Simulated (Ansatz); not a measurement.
Geometry relaxation of Sn9O16 (charge +1) (part 1 of 3)

- system: Sn9O16 (defect cell, 25 atoms in the cell, total charge +1)
- method: DFT PBE, scalar-relativistic, plane waves, PAW, spin-polarised (Ansatz 0.2.0)

The structure derives from a Materials Project entry. It belongs to a series of runs on one base structure; here: Sn interstitial, charge +1, atoms relaxed at the host's cell. Figures and captions count atoms from 1; the log counts them from 0 in places.

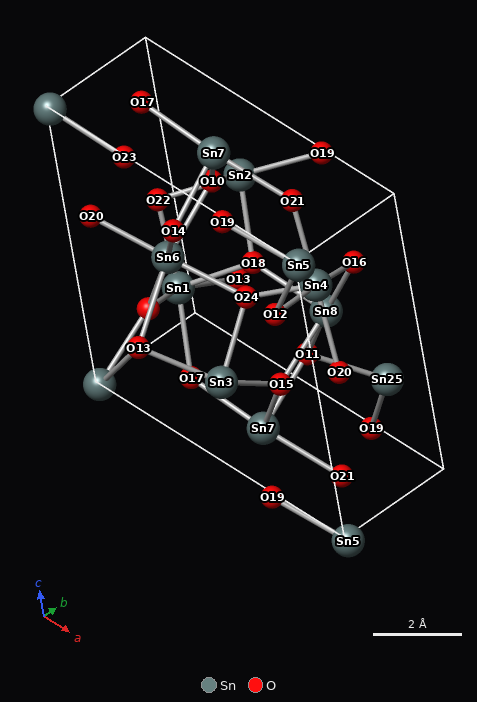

**Figure 1.** The starting structure (ball-and-stick view of the cell of the calculation, seen slightly off an axis; atoms are numbered from 1 in the order of the input). An atom can appear more than once, as a periodic image.

Input file
```yaml
crystal:
  lattice:
    - [-4.8271903414, -4.8271903414, 0.0]
    - [4.8271903414, -4.8271903414, 0.0]
    - [0.0, 4.8271903414, 6.4763045005]
  atoms:
    - { symbol: Sn, position: [0.1253265478, 0.6431388437, 0.250623457] }
    - { symbol: Sn, position: [0.3786289319, 0.8770275917, 0.7456958912] }
    - { symbol: Sn, position: [0.5058743753, 0.1256566918, 0.2527035283], spin: 0.2 }
    - { symbol: Sn, position: [0.883564177, 0.381996281, 0.7555538012] }
    - { symbol: Sn, position: [-0.0052880887, 0.0405790997, -0.0237798595] }
    - { symbol: Sn, position: [0.2691063853, 0.3149396712, 0.5250144203] }
    - { symbol: Sn, position: [0.4934473628, 0.4508541226, -0.0023999238] }
    - { symbol: Sn, position: [0.7464683331, 0.703899301, 0.5036380837] }
    - { symbol: O, position: [0.1255147025, 0.3397516475, 0.2506299887] }
    - { symbol: O, position: [0.3843785086, 0.6015368849, 0.79544028] }
    - { symbol: O, position: [0.5978468643, 0.7579027065, 0.2506157867] }
    - { symbol: O, position: [0.8396243768, 0.0567416712, 0.7057896409] }
    - { symbol: O, position: [0.2244194806, 0.9938887311, 0.2522678074], spin: 0.2 }
    - { symbol: O, position: [0.3871237172, 0.1720346664, 0.7240153969] }
    - { symbol: O, position: [0.6342256568, 0.3981305495, 0.2506275021] }
    - { symbol: O, position: [0.9137530044, 0.6986583635, 0.7772159264] }
    - { symbol: O, position: [0.1912992076, 0.4824784759, 0.0022121244] }
    - { symbol: O, position: [0.4397160241, 0.7309206866, 0.4990434947] }
    - { symbol: O, position: [0.7063660143, -0.0026316005, -0.0184965298], spin: 0.2 }
    - { symbol: O, position: [0.9739891425, 0.2720439313, 0.5177583954], spin: 0.2 }
    - { symbol: O, position: [0.7988035298, 0.4744204617, -0.0082273749] }
    - { symbol: O, position: [0.0576497354, 0.7332708031, 0.5094630906] }
    - { symbol: O, position: [0.2802764881, 0.0611126932, -0.0412795262] }
    - { symbol: O, position: [0.572173759, 0.3530009735, 0.542523602] }
    - { symbol: Sn, position: [0.8481981137, -0.0592214359, 0.2535368109], spin: 0.2 }
  host:
    lattice:
      - [4.8271903414, 0.0, 0.0]
      - [0.0, 4.8271903414, 0.0]
      - [0.0, 0.0, 3.2381522502]
    atoms:
      - { symbol: Sn, position: [0.5, 0.5, 0.5] }
      - { symbol: Sn, position: [0.0, 0.0, 0.0] }
      - { symbol: O, position: [0.1934234768, 0.8065765232, 0.5] }
      - { symbol: O, position: [0.8065765232, 0.1934234768, 0.5] }
      - { symbol: O, position: [0.3065765232, 0.3065765232, 0.0] }
      - { symbol: O, position: [0.6934234768, 0.6934234768, 0.0] }
total_charge: 1
basis:
  ecutwfc: 420
  xc_grid: 2
kpoints:
  mp_grid: { grid: [3, 3, 3], shift: [0.0, 0.0, 0.0] }
hamiltonian:
  xc: pbe
scf:
  occupations: { method: gaussian, width: 0.01 }
output:
  forces: true
  stress: false
  eigenvalues: true
  populations: true
  charged_corrections:
    defect_position: [0.875, 0.025, 0.25]
    epsilon: [[14.0248, 0.0, 0.0], [0.0, 14.0248, 0.0], [0.0, 0.0, 10.8937]]
  write_density: true
  write_potential: true
  elf: true
  volumetric_format: npy
magnetization:
  spin_polarized: true
relax:
  adjacent_minimum: "off"
  f_tol: 0.025
  max_steps: 45
```

Hardware: 4 threads of Intel Xeon @ 2.50GHz (Skylake/Cascade Lake), 189 GiB of memory available, shared host.

Run as:
```bash
ansatz run input.yaml --threads 4 --pin off --max-ram 10240MiB --backend cpu --events-out ev --progress --plain --runs-dir out
```

The program's output
```
Engine: ansatz 0.2.0, x86_64-unknown-linux-gnu
Pseudopotentials: kind: paw
Pseudopotential: Sn, paw, valence charge 14, recommended cutoff 420 eV (normal), Sn.paw.azcp
Pseudopotential: O, paw, valence charge 6, recommended cutoff 420 eV (normal), O.paw.azcp
Functional definition: PBE
  parameter kappa = 0.804
  parameter beta = 0.06672455060314922
  exchange = pbe_x(kappa = kappa, mu = beta*pi^2/3)
  correlation = pbe_c(beta = beta)
Crystal: 25 atoms, lattice volume = 301.819 Å³
Basis set: ecut = 420 eV, 5921 PW (Γ), exchange–correlation on 96×96×108 points (8 copies of the dense FFT grid, shifted against one another)
Bands: 136, of which v1, the nominal top of the filled ones, is band 111 counted from 1 (110 counted from 0)
Symmetry: 1 space group operations
Space group: P1 (ITA 1), of the structure as read, at distance tolerance 6.7e-5 Å
Magnetic group: BNS 1.1 (UNI 1), of the structure as read, at distance tolerance 6.7e-5 Å
k-points: 14 of 27 (time reversal used)
Non-local potential: Sn, projectors of the file, l = 0: 2, l = 1: 2, l = 2: 2, l = 3: 2
Non-local potential: O, projectors of the file, l = 0: 2, l = 1: 2, l = 2: 1
PAW form: soft (Blöchl's): semilocal exchange-correlation on the pseudo side does not see the compensation charge
PAW one-centre angular grid: Sn, 590 points (default); XC on 64 Gauss nodes
PAW one-centre angular grid: O, 110 points (default); XC on 64 Gauss nodes
Initial density: superposition of atomic densities (chi_scale 0.1, normalization cell, long waves kept (reshape's long-wave potential 0.24 eV rms))
Starting moments: Σ|m| = 1 μB on 5 of 25 sites
Initial wavefunctions: pseudopotential atomic-orbital guess
Functional: x = pbe(κ = 0.804, μ = 0.2195149727645171), c = pbe(β = 0.06672455060314922)
SCF iter   1: F=—  HF=-63306.726181 eV  |F-HF|=—  |Δ(HF+E_count)|=         —  Δρ=4.52e-2 (↑4.21e-2 ↓4.52e-2)  dr2=1.71e1  dr2_m=1.13e-1  M=0.329 μB ∫|m|=0.407 μB  β_m=0.30  ethr=3.10e-3  ⟨swp⟩=5.6  Hψ=14471  notcnv=0  defer=212
preconditioner: auto → Kerker (q_TF=auto, 2.590 Å⁻¹)  [metal: Δε(μ)=0.009 eV  Ē_g=19.741 eV  σ=0.010 eV  W_gap=0.45  n_scr=84 (ndim 8)  ℏωp=31.8 eV  f_vac=0.001  D(μ)=12.16/eV (n_scr^D=104)]
spin=Collinear: Kerker preconditioning applied to the charge; magnetization (m = ρ↑ − ρ↓) channel mixes plain (no charge-response kernel on spin).
SCF iter   2: F=—  HF=-63304.011398 eV  |F-HF|=—  |Δ(HF+E_count)|=    2.71e0  Δρ=3.12e-2 (↑2.91e-2 ↓3.12e-2)  dr2=8.38e0  dr2_m=6.12e-2  M=0.333 μB ∫|m|=0.395 μB  β_m=0.30  ethr=3.10e-3  ⟨swp⟩=2.0  Hψ=4545  notcnv=0  defer=562
preconditioner: auto → Resta (q_TF=auto, 2.590 Å⁻¹)  ε∞=3.6  [insulator: Δε(μ)=0.011 eV  Ē_g=19.593 eV  σ=0.010 eV  W_gap=0.54  n_scr=84 (ndim 8)  ℏωp=31.8 eV  f_vac=0.001  D(μ)=10.38/eV (n_scr^D=68)  ε∞_Penn≈3.6]
spin=Collinear: Resta preconditioning applied to the charge; magnetization (m = ρ↑ − ρ↓) channel mixes plain (no charge-response kernel on spin).
SCF iter   3: F=—  HF=-63301.681707 eV  |F-HF|=—  |Δ(HF+E_count)|=    2.33e0  Δρ=1.16e-2 (↑1.15e-2 ↓1.16e-2)  dr2=1.10e0  dr2_m=3.35e-2  M=0.333 μB ∫|m|=0.386 μB  β_m=0.30  ethr=3.10e-3  ⟨swp⟩=2.6  Hψ=6506  notcnv=0  defer=562
SCF iter   4: F=—  HF=-63301.464564 eV  |F-HF|=—  |Δ(HF+E_count)|=   2.17e-1  Δρ=4.46e-3 (↑4.46e-3 ↓3.81e-3)  dr2=1.02e-1  dr2_m=1.91e-2  M=0.446 μB ∫|m|=0.482 μB  β_m=0.30  ethr=5.00e-4  ⟨swp⟩=3.6  Hψ=7640  notcnv=0  defer=550
SCF iter   5: F=—  HF=-63301.485037 eV  |F-HF|=—  |Δ(HF+E_count)|=   2.05e-2  Δρ=3.37e-3 (↑3.37e-3 ↓2.95e-3)  dr2=4.44e-2  dr2_m=1.18e-2  M=0.499 μB ∫|m|=0.532 μB  β_m=0.30  ethr=4.63e-5  ⟨swp⟩=2.0  Hψ=3424  notcnv=0  defer=550
SCF iter   6: F=—  HF=-63301.517805 eV  |F-HF|=—  |Δ(HF+E_count)|=   3.28e-2  Δρ=1.90e-3 (↑1.63e-3 ↓1.90e-3)  dr2=3.69e-3  dr2_m=7.64e-3  M=0.534 μB ∫|m|=0.565 μB  β_m=0.30  ethr=2.01e-5  ⟨swp⟩=3.0  Hψ=6670  notcnv=0  defer=550
SCF iter   7: F=—  HF=-63301.520070 eV  |F-HF|=—  |Δ(HF+E_count)|=   2.27e-3  Δρ=1.37e-3 (↑1.37e-3 ↓1.35e-3)  dr2=9.74e-4  dr2_m=4.82e-3  M=0.555 μB ∫|m|=0.587 μB  β_m=0.30  ethr=1.67e-6  ⟨swp⟩=2.0  Hψ=6722  notcnv=0  defer=550
SCF iter   8: F=—  HF=-63301.522043 eV  |F-HF|=—  |Δ(HF+E_count)|=   1.97e-3  Δρ=1.06e-3 (↑1.00e-3 ↓1.06e-3)  dr2=2.72e-4  dr2_m=2.85e-3  M=0.556 μB ∫|m|=0.589 μB  β_m=0.30  ethr=4.41e-7  ⟨swp⟩=2.0  Hψ=6254  notcnv=0  defer=550
Mixer restart at iter 8: flushing history
spin-set hold released at iteration 8 (site moments contracting): the magnetisation degrees of freedom join the quasi-Newton model from the next iteration; the mixer history was flushed
SCF iter   9: F=—  HF=-63301.523272 eV  |F-HF|=—  |Δ(HF+E_count)|=   1.23e-3  Δρ=8.06e-4 (↑7.72e-4 ↓8.06e-4)  dr2=1.61e-4  dr2_m=1.68e-3  M=0.556 μB ∫|m|=0.590 μB  β_m=0.65  ethr=1.23e-7  ⟨swp⟩=2.1  Hψ=6159  notcnv=0  defer=550
SCF iter  10: F=—  HF=-63301.525119 eV  |F-HF|=—  |Δ(HF+E_count)|=   1.85e-3  Δρ=1.11e-4 (↑7.53e-5 ↓1.11e-4)  dr2=4.10e-5  dr2_m=1.53e-5  M=0.556 μB ∫|m|=0.595 μB  β_m=0.70  ethr=7.27e-8  ⟨swp⟩=3.0  Hψ=7834  notcnv=0  defer=550
SCF iter  11: F=—  HF=-63301.525135 eV  |F-HF|=—  |Δ(HF+E_count)|=   1.56e-5  Δρ=7.39e-5 (↑7.39e-5 ↓4.59e-5)  dr2=3.38e-5  dr2_m=2.90e-6  M=0.556 μB ∫|m|=0.595 μB  β_m=0.65  ethr=7.07e-9  ⟨swp⟩=19.5  Hψ=41675  notcnv=0
SCF iter  12: F=—  HF=-63301.525133 eV  |F-HF|=—  |Δ(HF+E_count)|=   1.18e-6  Δρ=2.48e-5 (↑2.48e-5 ↓2.22e-5)  dr2=3.21e-6  dr2_m=7.90e-7  M=0.556 μB ∫|m|=0.595 μB  β_m=0.70  ethr=7.07e-9  ⟨swp⟩=9.9  Hψ=28106  notcnv=0
SCF iter  13: F=—  HF=-63301.525134 eV  |F-HF|=—  |Δ(HF+E_count)|=   6.46e-7  Δρ=1.13e-5 (↑1.13e-5 ↓5.91e-6)  dr2=4.91e-7  dr2_m=1.00e-7  M=0.556 μB ∫|m|=0.595 μB  β_m=0.67  ethr=1.45e-9  ⟨swp⟩=10.8  Hψ=27612  notcnv=0
SCF iter  14: F=-63301.525134 eV  HF=-63301.525134 eV  |F-HF|=2.47e-8  |Δ(HF+E_count)|=   2.08e-7  Δρ=2.22e-6 (↑2.22e-6 ↓2.07e-6)  dr2=4.19e-8  dr2_m=5.44e-9  M=0.556 μB ∫|m|=0.595 μB  ethr=2.22e-10  ⟨swp⟩=9.0  Hψ=22900  notcnv=0
SCF 1 converged in 14 iterations: F = -63301.525134 eV  dr2 = 4.19e-8
  greatest PAW one-centre occupation: 0.996 electrons in one spin orbital (limit 2), on the Sn atom at site 5 (counted from 0), in its partial waves of l = 2
relax step   1: F+E_penalty+E_count = -63301.52513420 eV  Δ(F+E_penalty+E_count) = +0.000e0 eV  max|allowed force component| = 9.379e-1 eV/Å  Δτ_max = 0.0000 Å  (14 SCF iters, dr2 threshold 1.56e-5 eV, accepted)
Initial density: handed on by an earlier stage of this run
Starting moments: Σ|m| = 1 μB on 5 of 25 sites; this step starts from the density that it was given
Initial wavefunctions: those handed on with the density
iter 1 solved again at ethr=1.24e-4 eV; its pass at ethr=3.10e-3 eV (dr2=2.73e-1 eV) is discarded
SCF iter   1: F=—  HF=-63301.898049 eV  |F-HF|=—  |Δ(HF+E_count)|=         —  Δρ=6.71e-3 (↑6.25e-3 ↓6.71e-3)  dr2=2.84e-1  dr2_m=5.59e-3  M=0.556 μB ∫|m|=0.593 μB  β_m=0.30  ethr=1.24e-4  ⟨swp⟩=1.4  Hψ=12971  notcnv=0  defer=521
preconditioner: auto → Resta (q_TF=auto, 2.590 Å⁻¹)  ε∞=3.7  [insulator: Δε(μ)=0.073 eV  Ē_g=19.257 eV  σ=0.010 eV  W_gap=1.00  n_scr=84 (ndim 8)  ℏωp=31.8 eV  f_vac=0.024  D(μ)=0.00/eV (n_scr^D=0)  ε∞_Penn≈3.7]
spin=Collinear: Resta preconditioning applied to the charge; magnetization (m = ρ↑ − ρ↓) channel mixes plain (no charge-response kernel on spin).
SCF iter   2: F=—  HF=-63301.836774 eV  |F-HF|=—  |Δ(HF+E_count)|=   6.13e-2  Δρ=4.51e-3 (↑4.12e-3 ↓4.51e-3)  dr2=1.15e-1  dr2_m=2.97e-3  M=0.556 μB ∫|m|=0.594 μB  β_m=0.55  ethr=1.24e-4  ⟨swp⟩=2.0  Hψ=4775  notcnv=0  defer=521
SCF iter   3: F=—  HF=-63301.806195 eV  |F-HF|=—  |Δ(HF+E_count)|=   3.06e-2  Δρ=9.83e-4 (↑9.83e-4 ↓8.63e-4)  dr2=7.51e-3  dr2_m=1.52e-4  M=0.556 μB ∫|m|=0.593 μB  β_m=0.57  ethr=5.19e-5  ⟨swp⟩=3.0  Hψ=6685  notcnv=0  defer=521
SCF iter   4: F=—  HF=-63301.805644 eV  |F-HF|=—  |Δ(HF+E_count)|=   5.52e-4  Δρ=4.27e-4 (↑3.86e-4 ↓4.27e-4)  dr2=1.68e-3  dr2_m=2.94e-5  M=0.556 μB ∫|m|=0.594 μB  β_m=0.67  ethr=3.40e-6  ⟨swp⟩=2.0  Hψ=5156  notcnv=0  defer=521
SCF iter   5: F=—  HF=-63301.805654 eV  |F-HF|=—  |Δ(HF+E_count)|=   1.03e-5  Δρ=1.55e-4 (↑1.55e-4 ↓1.46e-4)  dr2=2.54e-4  dr2_m=2.24e-6  M=0.556 μB ∫|m|=0.593 μB  β_m=0.68  ethr=7.59e-7  ⟨swp⟩=2.0  Hψ=4961  notcnv=0  defer=521
SCF iter   6: F=—  HF=-63301.805663 eV  |F-HF|=—  |Δ(HF+E_count)|=   9.42e-6  Δρ=1.01e-4 (↑9.42e-5 ↓1.01e-4)  dr2=1.11e-4  dr2_m=1.60e-7  M=0.556 μB ∫|m|=0.593 μB  β_m=0.58  ethr=1.15e-7  ⟨swp⟩=2.0  Hψ=5138  notcnv=0  defer=521
SCF iter   7: F=-63301.805652 eV  HF=-63301.805649 eV  |F-HF|=2.43e-6  |Δ(HF+E_count)|=   1.38e-5  Δρ=2.05e-5 (↑1.96e-5 ↓2.05e-5)  dr2=3.76e-6  dr2_m=5.57e-8  M=0.556 μB ∫|m|=0.593 μB  ethr=2.49e-8  ⟨swp⟩=17.2  Hψ=33817  notcnv=0
SCF 2 converged in 7 iterations: F = -63301.805652 eV  dr2 = 3.76e-6
  greatest PAW one-centre occupation: 0.996 electrons in one spin orbital (limit 2), on the Sn atom at site 3 (counted from 0), in its partial waves of l = 2
relax step   2: F+E_penalty+E_count = -63301.80565190 eV  Δ(F+E_penalty+E_count) = -2.805e-1 eV  max|allowed force component| = 6.941e-1 eV/Å  Δτ_max = 0.1028 Å  (7 SCF iters, dr2 threshold 5.50e-5 eV, accepted)
[... from here on the SCF iterations and repeated set-up lines of each step are left out, up to the last step ...]
SCF 3 converged in 6 iterations: F = -63301.864456 eV  dr2 = 1.05e-5
relax step   3: F+E_penalty+E_count = -63301.86445599 eV  Δ(F+E_penalty+E_count) = -5.880e-2 eV  max|allowed force component| = 2.264e-1 eV/Å  Δτ_max = 0.0535 Å  (6 SCF iters, dr2 threshold 3.01e-5 eV, accepted)
SCF 4 converged in 9 iterations: F = -63301.801134 eV  dr2 = 2.44e-7
relax step   4: F+E_penalty+E_count = -63301.80113381 eV  Δ(F+E_penalty+E_count) = +6.332e-2 eV  max|allowed force component| = 4.239e-1 eV/Å  Δτ_max = 0.1637 Å  (9 SCF iters, dr2 threshold 5.46e-6 eV, rejected (line search))
SCF 5 converged in 10 iterations: F = -63301.882140 eV  dr2 = 4.85e-8
relax step   5: F+E_penalty+E_count = -63301.88213961 eV  Δ(F+E_penalty+E_count) = -1.768e-2 eV  max|allowed force component| = 8.561e-2 eV/Å  Δτ_max = 0.0429 Å  (10 SCF iters, accepted)
SCF 6 converged in 39 iterations: F = -63301.895902 eV  dr2 = 1.66e-9
relax step   6: F+E_penalty+E_count = -63301.89590239 eV  Δ(F+E_penalty+E_count) = -1.376e-2 eV  max|allowed force component| = 1.698e-1 eV/Å  Δτ_max = 0.1000 Å  (39 SCF iters, dr2 threshold 7.80e-7 eV, accepted)
SCF 7 converged in 12 iterations: F = -63301.886761 eV  dr2 = 8.82e-10
relax step   7: F+E_penalty+E_count = -63301.88676051 eV  Δ(F+E_penalty+E_count) = +9.142e-3 eV  max|allowed force component| = 2.556e-1 eV/Å  Δτ_max = 0.1193 Å  (12 SCF iters, rejected (line search))
SCF 8 converged in 10 iterations: F = -63301.913305 eV  dr2 = 2.90e-8
relax step   8: F+E_penalty+E_count = -63301.91330505 eV  Δ(F+E_penalty+E_count) = -1.740e-2 eV  max|allowed force component| = 1.102e-1 eV/Å  Δτ_max = 0.0597 Å  (10 SCF iters, accepted)
SCF 9 converged in 10 iterations: F = -63301.922631 eV  dr2 = 9.96e-9
relax step   9: F+E_penalty+E_count = -63301.92263051 eV  Δ(F+E_penalty+E_count) = -9.325e-3 eV  max|allowed force component| = 8.692e-2 eV/Å  Δτ_max = 0.0732 Å  (10 SCF iters, accepted)
SCF 10 converged in 13 iterations: F = -63301.935001 eV  dr2 = 4.41e-9
relax step  10: F+E_penalty+E_count = -63301.93500105 eV  Δ(F+E_penalty+E_count) = -1.237e-2 eV  max|allowed force component| = 1.539e-1 eV/Å  Δτ_max = 0.1125 Å  (13 SCF iters, accepted)
SCF 11 converged in 14 iterations: F = -63301.960054 eV  dr2 = 2.34e-10
relax step  11: F+E_penalty+E_count = -63301.96005385 eV  Δ(F+E_penalty+E_count) = -2.505e-2 eV  max|allowed force component| = 2.330e-1 eV/Å  Δτ_max = 0.1649 Å  (14 SCF iters, accepted)
SCF 12 converged in 13 iterations: F = -63301.974750 eV  dr2 = 6.20e-9
relax step  12: F+E_penalty+E_count = -63301.97475001 eV  Δ(F+E_penalty+E_count) = -1.470e-2 eV  max|allowed force component| = 9.024e-1 eV/Å  Δτ_max = 0.1964 Å  (13 SCF iters, accepted)
SCF 13 converged in 18 iterations: F = -63302.024943 eV  dr2 = 1.91e-11
relax step  13: F+E_penalty+E_count = -63302.02494259 eV  Δ(F+E_penalty+E_count) = -5.019e-2 eV  max|allowed force component| = 2.190e-1 eV/Å  Δτ_max = 0.1293 Å  (18 SCF iters, accepted)
SCF 14 converged in 12 iterations: F = -63301.954804 eV  dr2 = 2.09e-9
relax step  14: F+E_penalty+E_count = -63301.95480439 eV  Δ(F+E_penalty+E_count) = +7.014e-2 eV  max|allowed force component| = 7.321e-1 eV/Å  Δτ_max = 0.2000 Å  (12 SCF iters, rejected (line search))
SCF 15 converged in 11 iterations: F = -63302.096692 eV  dr2 = 3.41e-9
relax step  15: F+E_penalty+E_count = -63302.09669180 eV  Δ(F+E_penalty+E_count) = -7.175e-2 eV  max|allowed force component| = 1.914e-1 eV/Å  Δτ_max = 0.0938 Å  (11 SCF iters, accepted)
SCF 16 converged in 10 iterations: F = -63302.097694 eV  dr2 = 2.07e-8
relax step  16: F+E_penalty+E_count = -63302.09769382 eV  Δ(F+E_penalty+E_count) = -1.002e-3 eV  max|allowed force component| = 3.193e-1 eV/Å  Δτ_max = 0.1000 Å  (10 SCF iters, accepted)
SCF 17 converged in 8 iterations: F = -63302.111637 eV  dr2 = 8.61e-8
relax step  17: F+E_penalty+E_count = -63302.11163724 eV  Δ(F+E_penalty+E_count) = -1.394e-2 eV  max|allowed force component| = 1.689e-1 eV/Å  Δτ_max = 0.0426 Å  (8 SCF iters, accepted)
SCF 18 converged in 8 iterations: F = -63302.113537 eV  dr2 = 3.00e-8
relax step  18: F+E_penalty+E_count = -63302.11353736 eV  Δ(F+E_penalty+E_count) = -1.900e-3 eV  max|allowed force component| = 1.024e-1 eV/Å  Δτ_max = 0.0224 Å  (8 SCF iters, accepted)
SCF iter   1: F=—  HF=-63302.114527 eV  |F-HF|=—  |Δ(HF+E_count)|=         —  Δρ=3.62e-4 (↑3.30e-4 ↓3.62e-4)  dr2=1.01e-3  dr2_m=1.17e-5  M=-0.000 μB ∫|m|=0.001 μB  β_m=0.30  ethr=3.33e-6  ⟨swp⟩=3.0  Hψ=8008  notcnv=0  defer=472
preconditioner: auto → Resta (q_TF=auto, 2.590 Å⁻¹)  ε∞=3.7  [insulator: Δε(μ)=0.143 eV  Ē_g=19.295 eV  σ=0.010 eV  W_gap=0.75  n_scr=84 (ndim 8)  ℏωp=31.8 eV  f_vac=0.032  D(μ)=6.66/eV (n_scr^D=36)  ε∞_Penn≈3.7]
spin=Collinear: Resta preconditioning applied to the charge; magnetization (m = ρ↑ − ρ↓) channel mixes plain (no charge-response kernel on spin).
SCF iter   2: F=—  HF=-63302.114317 eV  |F-HF|=—  |Δ(HF+E_count)|=   2.10e-4  Δρ=2.28e-4 (↑2.07e-4 ↓2.28e-4)  dr2=3.13e-4  dr2_m=6.16e-6  M=-0.000 μB ∫|m|=0.001 μB  β_m=0.47  ethr=4.56e-7  ⟨swp⟩=2.0  Hψ=4508  notcnv=0  defer=472
SCF iter   3: F=—  HF=-63302.114231 eV  |F-HF|=—  |Δ(HF+E_count)|=   8.63e-5  Δρ=7.05e-5 (↑6.82e-5 ↓7.05e-5)  dr2=3.26e-5  dr2_m=8.64e-7  M=-0.000 μB ∫|m|=0.000 μB  β_m=0.50  ethr=1.41e-7  ⟨swp⟩=2.0  Hψ=6432  notcnv=0  defer=472
SCF iter   4: F=—  HF=-63302.114127 eV  |F-HF|=—  |Δ(HF+E_count)|=   1.04e-4  Δρ=2.33e-5 (↑2.33e-5 ↓2.24e-5)  dr2=4.83e-6  dr2_m=1.05e-7  M=-0.000 μB ∫|m|=0.000 μB  β_m=0.67  ethr=1.47e-8  ⟨swp⟩=2.0  Hψ=5297  notcnv=0  defer=472
SCF iter   5: F=—  HF=-63302.114128 eV  |F-HF|=—  |Δ(HF+E_count)|=   3.58e-7  Δρ=6.83e-6 (↑6.83e-6 ↓6.81e-6)  dr2=5.45e-7  dr2_m=7.99e-10  M=-0.000 μB ∫|m|=0.000 μB  β_m=0.70  ethr=2.19e-9  ⟨swp⟩=2.0  Hψ=5326  notcnv=0  defer=472
SCF iter   6: F=—  HF=-63302.114128 eV  |F-HF|=—  |Δ(HF+E_count)|=   6.53e-9  Δρ=4.28e-6 (↑4.28e-6 ↓4.28e-6)  dr2=2.04e-7  dr2_m=1.84e-10  M=-0.000 μB ∫|m|=0.000 μB  β_m=0.63  ethr=4.52e-11  ⟨swp⟩=14.4  Hψ=26657  notcnv=0
SCF iter   7: F=-63302.114128 eV  HF=-63302.114128 eV  |F-HF|=5.84e-9  |Δ(HF+E_count)|=   1.82e-8  Δρ=9.66e-7 (↑9.37e-7 ↓9.66e-7)  dr2=1.00e-8  dr2_m=8.87e-11  M=-0.000 μB ∫|m|=0.000 μB  ethr=4.52e-11  ⟨swp⟩=8.9  Hψ=22152  notcnv=0
the starting moments were not kept: the SCF closed with an absolute magnetisation of 2.8e-5 μB, where they sum to 1 μB in size (5 sites). That is at most 0.1 of that sum. Measured as dr2_m measures the in/out step, that magnetisation stands 4.9e-11 eV from none, at or under the dr2_threshold of 1.0e-7 eV: it is no larger than a step whose dr2_m would equal this threshold.
SCF 19 converged in 7 iterations: F = -63302.114128 eV  dr2 = 1.00e-8
relax step  19: F+E_penalty+E_count = -63302.11412775 eV  Δ(F+E_penalty+E_count) = -5.904e-4 eV  max|allowed force component| = 1.886e-2 eV/Å  Δτ_max = 0.0070 Å  (7 SCF iters, accepted)
```
